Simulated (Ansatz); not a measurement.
Run report: Si$_{31}$O, geometry relaxation (part 4 of 4)

Si$_{31}$O (defect cell, 32 atoms in the cell); DFT PBE, scalar-relativistic, plane waves, PAW, spin-polarised (Ansatz 0.2.0); cutoff 420 eV, 3×3×1 k-mesh, Gaussian smearing of 0.05 eV, collinear spins. The structure derives from an entry of the Crystallography Open Database.

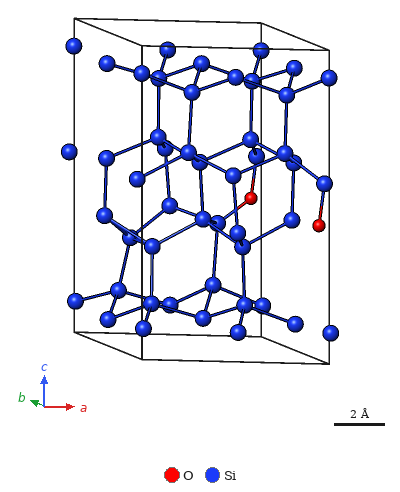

The geometry at step 11 of the log (ball-and-stick view of the cell of the calculation, seen slightly off an axis).

**Trajectory as extended XYZ, continued**
```
32
Lattice="7.5896 0.0000 0.0000 -3.7948 6.5728 0.0000 0.0000 0.0000 12.7099" Properties=species:S:1:pos:R:3:forces:R:3 step=9 energy=-20275.79554
O    -0.4533   -0.2616    5.6854    0.4975   0.2939  -0.0283
Si   -2.0272    3.2174    5.2739    0.1279   0.0230  -0.1531
Si    3.8790   -0.0169    5.2046   -0.1441   0.0652  -0.0423
Si    1.9272    3.3667    5.2044   -0.0129  -0.2024  -0.0109
Si    0.0052    0.0022   11.5680   -0.0111  -0.0058   0.0456
Si   -1.9173    3.2754   11.4444    0.0194  -0.0025  -0.0250
Si    3.8053    0.0088   11.5124    0.0105  -0.0324   0.0040
Si    1.9151    3.2891   11.5103   -0.0357   0.0153  -0.0039
Si    0.1019    0.0579    1.2246    0.0445   0.0403   0.0118
Si   -1.8764    3.2964    1.0696    0.0157   0.0272   0.0602
Si    3.9499    0.0073    1.1731   -0.0285   0.0163   0.0706
Si    1.9858    3.4118    1.1690    0.0194  -0.0170   0.0799
Si   -0.2163   -0.1264    7.3503    0.0014   0.0279   0.2103
Si   -1.9566    3.2501    7.5983   -0.0301   0.0016  -0.0091
Si    3.6711   -0.0156    7.5356    0.0504  -0.0254  -0.0488
Si    1.8184    3.1859    7.5361    0.0270   0.0607  -0.0474
Si   -0.0436    2.7362    4.1779   -0.2925   0.5128   0.0571
Si   -1.4799    5.1866    4.1916    0.3551  -0.4654  -0.0145
Si    3.7324    2.1533    4.3219   -0.0413  -0.0252   0.0534
Si    2.1730    5.6303    4.6939   -0.4162  -0.1774  -0.2891
Si    1.8678    1.0769   10.6767    0.0086   0.0004   0.0180
Si    0.0065    4.3824   10.7134   -0.0158   0.0010  -0.0009
Si    5.7092    1.0672   10.6853    0.0030  -0.0025  -0.0051
Si    3.7803    4.4101   10.6811    0.0034   0.0230   0.0035
Si    0.0685    2.3163    1.8946   -0.0668  -0.1928   0.0364
Si   -1.7582    5.4720    1.8962   -0.1670   0.0285   0.0754
Si    3.8324    2.2086    1.9539   -0.0103   0.0000  -0.0231
Si    2.0538    5.5633    2.1969   -0.0083  -0.0056  -0.0485
Si    1.6946    0.9764    8.2559    0.0502   0.0432   0.0419
Si   -0.0391    4.3611    8.3363    0.0146   0.0002  -0.0072
Si    5.6006    1.0334    8.3317    0.0075   0.0362  -0.0079
Si    3.6962    4.3337    8.3281    0.0244  -0.0627  -0.0030
32
Lattice="7.5896 0.0000 0.0000 -3.7948 6.5728 0.0000 0.0000 0.0000 12.7099" Properties=species:S:1:pos:R:3:forces:R:3 step=10 energy=-20275.95531
O    -0.4462   -0.2510    5.6990    0.2543   0.1283  -0.3854
Si   -2.0739    3.1830    5.3031    0.1414   0.0857  -0.1299
Si    3.8729   -0.0167    5.2045   -0.1110   0.0002  -0.0621
Si    1.9206    3.3625    5.2037   -0.0397  -0.1149  -0.0388
Si    0.0054    0.0041   11.5663    0.0033  -0.0079   0.0097
Si   -1.9189    3.2729   11.4402    0.0122   0.0052  -0.0283
Si    3.8091    0.0022   11.5221   -0.0074  -0.0209  -0.0067
Si    1.9093    3.2941   11.5202   -0.0252   0.0029  -0.0094
Si    0.0970    0.0548    1.2181    0.0097   0.0212   0.0886
Si   -1.8706    3.3005    1.0620   -0.0113  -0.0035   0.0100
Si    3.9399    0.0037    1.1838   -0.0252   0.0059   0.0303
Si    1.9777    3.4050    1.1804   -0.0030  -0.0199   0.0432
Si   -0.1954   -0.1127    7.3542   -0.1221  -0.0598   0.2060
Si   -1.9668    3.2480    7.6176   -0.0281  -0.0246  -0.0115
Si    3.6764   -0.0194    7.5336    0.0451   0.0038  -0.0177
Si    1.8207    3.1946    7.5336    0.0304   0.0303  -0.0188
Si   -0.0868    2.9050    4.1400    0.0081   0.0944  -0.0083
Si   -1.3406    5.0569    4.1488    0.1058  -0.0438  -0.0299
Si    3.7039    2.1388    4.3069   -0.0204  -0.0144   0.0656
Si    2.1727    5.6334    4.6864   -0.1368  -0.0391   0.1159
Si    1.8740    1.0795   10.6869   -0.0002  -0.0010   0.0308
Si    0.0033    4.3812   10.7110   -0.0122  -0.0006   0.0081
Si    5.7069    1.0639   10.6846    0.0060  -0.0159   0.0281
Si    3.7762    4.4101   10.6865   -0.0077   0.0269   0.0269
Si    0.0579    2.2989    1.8944   -0.0307  -0.0969   0.0893
Si   -1.7769    5.4716    1.8959   -0.0800   0.0180   0.0996
Si    3.8367    2.2112    1.9438   -0.0238  -0.0080  -0.0020
Si    2.0541    5.5634    2.1952   -0.0385  -0.0178  -0.0514
Si    1.7090    0.9868    8.2653    0.0890   0.0542   0.0152
Si   -0.0413    4.3584    8.3353    0.0099   0.0092  -0.0291
Si    5.6068    1.0285    8.3347   -0.0048   0.0260  -0.0066
Si    3.6933    4.3427    8.3373    0.0129  -0.0230  -0.0312
32
Lattice="7.5896 0.0000 0.0000 -3.7948 6.5728 0.0000 0.0000 0.0000 12.7099" Properties=species:S:1:pos:R:3:forces:R:3 step=11 energy=-20275.98733
O    -0.3844   -0.2199    5.6319    0.0491   0.0258   0.0350
Si   -2.0245    3.2118    5.2813   -0.1053  -0.0563   0.1048
Si    3.8788    0.0046    5.2129    0.0286   0.0148   0.0118
Si    1.9445    3.3563    5.2139    0.0216   0.0188   0.0083
Si   -0.0079   -0.0041   11.5903    0.0209   0.0132  -0.0349
Si   -1.9349    3.2652   11.4375    0.0171   0.0120  -0.0124
Si    3.7961   -0.0059   11.5264   -0.0018   0.0019  -0.0048
Si    1.8934    3.2908   11.5252    0.0019  -0.0019   0.0018
Si    0.0530    0.0308    1.2476   -0.0336  -0.0246   0.0064
Si   -1.8961    3.2870    1.0648   -0.0111  -0.0091   0.0165
Si    3.8972   -0.0082    1.1936    0.0024  -0.0020  -0.0473
Si    1.9418    3.3789    1.1934   -0.0040   0.0032  -0.0523
Si   -0.1782   -0.1034    7.3162   -0.0207  -0.0112   0.0163
Si   -1.9534    3.2526    7.5999    0.0052   0.0075  -0.0030
Si    3.6963   -0.0107    7.5397   -0.0457  -0.0023   0.0141
Si    1.8383    3.2050    7.5404   -0.0230  -0.0339   0.0140
Si   -0.0501    2.9501    4.1241    0.0772  -0.1310   0.0073
Si   -1.2707    5.0574    4.1250   -0.0708   0.1183   0.0197
Si    3.7360    2.1564    4.3193    0.0280   0.0156  -0.0365
Si    2.1720    5.6354    4.6993    0.0181   0.0134   0.0236
Si    1.8589    1.0731   10.7004    0.0077   0.0066  -0.0169
Si   -0.0121    4.3751   10.7107    0.0001  -0.0024   0.0034
Si    5.7009    1.0523   10.6872   -0.0077  -0.0025  -0.0002
Si    3.7619    4.4122   10.6860   -0.0074  -0.0107  -0.0035
Si    0.0226    2.2660    1.9112    0.0276   0.0506  -0.0447
Si   -1.8208    5.4590    1.9108    0.0447   0.0037  -0.0483
Si    3.8107    2.1998    1.9510   -0.0031   0.0008   0.0101
Si    2.0022    5.5379    2.2058   -0.0284  -0.0216   0.0141
Si    1.7249    0.9948    8.2701    0.0072   0.0042   0.0082
Si   -0.0325    4.3632    8.3321    0.0131   0.0048  -0.0026
Si    5.6300    1.0359    8.3247    0.0014  -0.0110  -0.0094
Si    3.7128    4.3564    8.3227   -0.0085   0.0058   0.0007
32
Lattice="7.5896 0.0000 0.0000 -3.7948 6.5728 0.0000 0.0000 0.0000 12.7099" Properties=species:S:1:pos:R:3:forces:R:3 step=12 energy=-20275.99207
O    -0.3722   -0.2139    5.6474   -0.0275  -0.0192  -0.0513
Si   -2.0316    3.2082    5.2876    0.0079   0.0056   0.0000
Si    3.8841    0.0054    5.2125   -0.0122   0.0022   0.0008
Si    1.9470    3.3608    5.2122   -0.0039  -0.0127   0.0022
Si   -0.0026   -0.0013   11.5833   -0.0155  -0.0092   0.0314
Si   -1.9296    3.2682   11.4375   -0.0141  -0.0098   0.0150
Si    3.7985   -0.0048   11.5187    0.0115   0.0050   0.0011
Si    1.8954    3.2922   11.5188    0.0089   0.0069  -0.0034
Si    0.0503    0.0287    1.2468    0.0131   0.0099  -0.0135
Si   -1.8930    3.2887    1.0673    0.0056   0.0056  -0.0089
Si    3.9024   -0.0053    1.1811    0.0004  -0.0109   0.0321
Si    1.9467    3.3819    1.1804   -0.0077   0.0060   0.0371
Si   -0.1836   -0.1063    7.3336   -0.0158  -0.0051  -0.0099
Si   -1.9584    3.2512    7.6041   -0.0060  -0.0051  -0.0016
Si    3.6840   -0.0125    7.5386    0.0113   0.0014  -0.0116
Si    1.8309    3.1969    7.5384    0.0071   0.0078  -0.0118
Si   -0.0505    2.9259    4.1338   -0.0032   0.0335  -0.0086
Si   -1.2879    5.0668    4.1350    0.0276  -0.0208  -0.0122
Si    3.7364    2.1568    4.3125   -0.0080  -0.0034   0.0071
Si    2.1836    5.6423    4.7098    0.0129   0.0098   0.0044
Si    1.8637    1.0763   10.6970   -0.0032  -0.0042   0.0037
Si   -0.0096    4.3761   10.7067   -0.0024   0.0008  -0.0074
Si    5.7026    1.0550   10.6857    0.0118   0.0043  -0.0128
Si    3.7647    4.4115   10.6853    0.0113   0.0100  -0.0090
Si    0.0306    2.2723    1.9063   -0.0092  -0.0250  -0.0010
Si   -1.8116    5.4629    1.9068   -0.0222   0.0035  -0.0006
Si    3.8119    2.2008    1.9463    0.0058   0.0013  -0.0182
Si    1.9986    5.5351    2.2079    0.0131   0.0111   0.0010
Si    1.7190    0.9926    8.2759   -0.0093  -0.0054   0.0053
Si   -0.0350    4.3618    8.3288   -0.0013  -0.0002   0.0019
Si    5.6182    1.0332    8.3245    0.0098  -0.0014   0.0221
Si    3.7038    4.3487    8.3245    0.0033   0.0079   0.0167
32
Lattice="7.5896 0.0000 0.0000 -3.7948 6.5728 0.0000 0.0000 0.0000 12.7099" Properties=species:S:1:pos:R:3:forces:R:3 step=13 energy=-20275.99292
O    -0.3740   -0.2161    5.6386    0.0008   0.0009   0.0037
Si   -2.0311    3.2091    5.2880   -0.0007  -0.0001  -0.0026
Si    3.8814    0.0061    5.2126    0.0048   0.0029  -0.0013
Si    1.9460    3.3581    5.2127    0.0049   0.0030  -0.0017
Si   -0.0035   -0.0018   11.5881    0.0075   0.0037  -0.0126
Si   -1.9303    3.2674   11.4375    0.0083   0.0055  -0.0081
Si    3.8014   -0.0038   11.5215   -0.0034  -0.0042  -0.0039
Si    1.8974    3.2941   11.5213   -0.0048  -0.0007  -0.0027
Si    0.0507    0.0293    1.2471   -0.0006  -0.0003   0.0042
Si   -1.8934    3.2889    1.0654   -0.0020  -0.0021   0.0014
Si    3.9022   -0.0072    1.1864   -0.0008   0.0042  -0.0084
Si    1.9448    3.3831    1.1864    0.0025  -0.0028  -0.0093
Si   -0.1854   -0.1073    7.3252    0.0022   0.0014   0.0095
Si   -1.9589    3.2506    7.6046    0.0036   0.0024   0.0038
Si    3.6847   -0.0117    7.5389   -0.0043  -0.0025   0.0041
Si    1.8320    3.1968    7.5390   -0.0040  -0.0022   0.0047
Si   -0.0507    2.9314    4.1305   -0.0027  -0.0023   0.0068
Si   -1.2825    5.0639    4.1308   -0.0018  -0.0026   0.0081
Si    3.7366    2.1572    4.3126    0.0021   0.0011  -0.0002
Si    2.1797    5.6400    4.7073   -0.0059  -0.0024  -0.0012
Si    1.8635    1.0758   10.7002    0.0037   0.0033   0.0046
Si   -0.0091    4.3767   10.7074    0.0031   0.0008   0.0024
Si    5.7056    1.0550   10.6849   -0.0065  -0.0023   0.0071
Si    3.7665    4.4140   10.6850   -0.0062  -0.0053   0.0055
Si    0.0281    2.2702    1.9061    0.0032   0.0046   0.0014
Si   -1.8147    5.4622    1.9061    0.0037   0.0007   0.0014
Si    3.8123    2.2010    1.9453   -0.0031  -0.0010   0.0046
Si    2.0005    5.5370    2.2102   -0.0035  -0.0036   0.0029
Si    1.7164    0.9908    8.2762    0.0057   0.0033  -0.0017
Si   -0.0349    4.3618    8.3292    0.0003  -0.0002  -0.0034
Si    5.6208    1.0321    8.3251   -0.0055   0.0026  -0.0107
Si    3.7043    4.3512    8.3250   -0.0007  -0.0056  -0.0086
```

This output came from the following input.

**The input**
```yaml
crystal:
  lattice:
    - [7.5896, 0.0, 0.0]
    - [-3.7948, 6.572786, 0.0]
    - [0.0, 0.0, 12.7099]
  atoms:
    - { symbol: O, position: [-0.0051308317, 0.0051784068, 0.4103476508], spin: 0.5 }
    - { symbol: Si, position: [0.0, 0.5, 0.4062] }
    - { symbol: Si, position: [0.5, 0.0, 0.4062] }
    - { symbol: Si, position: [0.5, 0.5, 0.4062] }
    - { symbol: Si, position: [0.0, 0.0, 0.9062] }
    - { symbol: Si, position: [0.0, 0.5, 0.9062] }
    - { symbol: Si, position: [0.5, 0.0, 0.9062] }
    - { symbol: Si, position: [0.5, 0.5, 0.9062] }
    - { symbol: Si, position: [0.0, 0.0, 0.0938] }
    - { symbol: Si, position: [0.0, 0.5, 0.0938] }
    - { symbol: Si, position: [0.5, 0.0, 0.0938] }
    - { symbol: Si, position: [0.5, 0.5, 0.0938] }
    - { symbol: Si, position: [-0.0046589233, -0.0091463039, 0.5909425094], spin: 0.5 }
    - { symbol: Si, position: [0.0, 0.5, 0.5938] }
    - { symbol: Si, position: [0.5, 0.0, 0.5938] }
    - { symbol: Si, position: [0.5, 0.5, 0.5938] }
    - { symbol: Si, position: [0.1713029088, 0.3367989852, 0.3414192534], spin: 0.5 }
    - { symbol: Si, position: [0.1662377834, 0.8303845997, 0.3459526116], spin: 0.5 }
    - { symbol: Si, position: [0.666667, 0.333333, 0.3437] }
    - { symbol: Si, position: [0.6668122276, 0.8341245423, 0.3453423836], spin: 0.5 }
    - { symbol: Si, position: [0.333333, 0.166667, 0.8437] }
    - { symbol: Si, position: [0.333333, 0.666667, 0.8437] }
    - { symbol: Si, position: [0.833333, 0.166667, 0.8437] }
    - { symbol: Si, position: [0.833333, 0.666667, 0.8437] }
    - { symbol: Si, position: [0.166667, 0.333333, 0.1563] }
    - { symbol: Si, position: [0.166667, 0.833333, 0.1563] }
    - { symbol: Si, position: [0.666667, 0.333333, 0.1563] }
    - { symbol: Si, position: [0.666667, 0.833333, 0.1563] }
    - { symbol: Si, position: [0.333333, 0.166667, 0.6563] }
    - { symbol: Si, position: [0.333333, 0.666667, 0.6563] }
    - { symbol: Si, position: [0.833333, 0.166667, 0.6563] }
    - { symbol: Si, position: [0.833333, 0.666667, 0.6563] }
magnetization:
  spin_polarized: true
basis:
  ecutwfc: 420
  fft_grid_basis: typed
kpoints:
  mp_grid: { grid: [3, 3, 1] }
hamiltonian:
  xc: pbe
  pseudopotentials: { kind: paw }
scf:
  occupations: { method: gaussian, width: 0.05 }
output:
  forces: true
  stress: false
  eigenvalues: false
  bader: false
  write_density: false
  volumetric_format: npy
  populations: true
relax:
  adjacent_minimum: "off"
  max_steps: 30
  f_tol: 0.05
```

Run as:
```bash
ansatz run input.yaml --threads 4 --pin off --max-ram 10240MiB --backend cpu --events-out ev --progress --plain --runs-dir out
```

**Results in brief**

- outcome: converged
- electrons treated: 130
- free energy: −20275.9929 eV
- Fermi energy: 6.493 eV
- net moment of the cell: 0.00 μB
- integrated absolute moment: 0.00 μB
- final volume: 634.03 Å³
- largest force (length of the vector) at the end: 0.015 eV/Å
- hardware: 4 threads of Arm Neoverse V2, 24 GiB of memory available, shared host
- wall time: 3.8 min (CPU time 15 min)
- peak memory: 1.7 GiB

The program warns: some starting moments were not kept. The k-point mesh is coarse for a cell of this size, so the results may not be converged.
